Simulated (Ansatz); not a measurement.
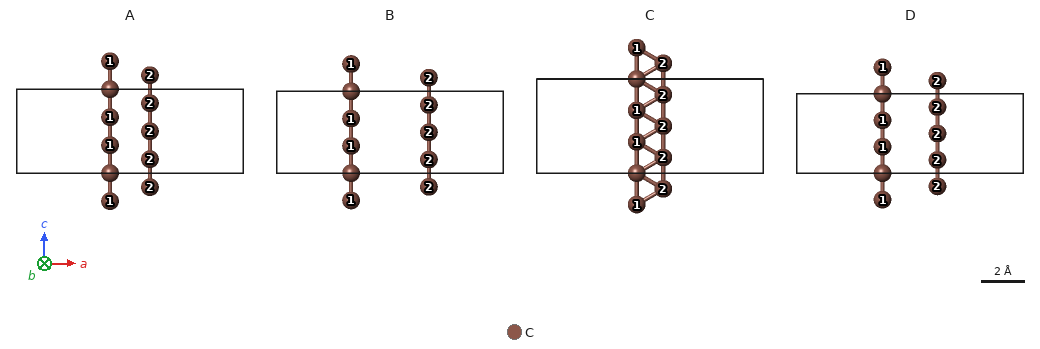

4 geometries from one relaxation of a wire of composition C, in shuffled order. A ball-and-stick model of the 3 repeat of the cell, with the vacuum cut short, seen along the b axis.

Case: strip chain of atoms.

Theory: DFT PBE, scalar-relativistic, plane waves, PAW (Ansatz). Settings: plane-wave cutoff 420 eV; k-point mesh 1 × 1 × 43; occupations gaussian; smearing width 0.05 eV; collinear spin; cell relaxed at fixed a, b, alpha, beta, gamma; force threshold 0.01 eV/Å; at most 45 steps.

Question: Put them in the order of the run, from the start to the converged end.

Answer: C, A, D, B. They are steps 0, 3, 5, 15, at +4.503 eV per cell of the calculation, +1.642 eV per cell of the calculation, +0.331 eV per cell of the calculation relative to the last. After 13 accepted moves (15 points after the start) the energy has fallen by 4.503 eV per cell of the calculation. The largest force component goes from 7.9 to under 0.0001 eV/Å. At 2 points the geometry stayed and the basis and grid were re-selected for the new cell (energy shift of 3.0 meV per cell of the calculation at most each time). The largest moves relative to the layer's centre, 1.20 Å, are those of C1 and C2. Along the periodic axis the drawn cell goes c 4.426 → 3.848 Å (−13.1 %). Among the contacts that change: C1–C2 1.454 → 3.714 Å, C1–C1 1.475 → 1.283 Å. Bonds break: C1–C2 (1.45 → 3.71 Å). The program noted that the starting moments weren't kept. The run may lie on a higher electronic state than the lowest, so the end point isn't shown to be the ground-state structure.

Limits of the set-up: the k-point mesh is coarse for a cell with partly filled bands.
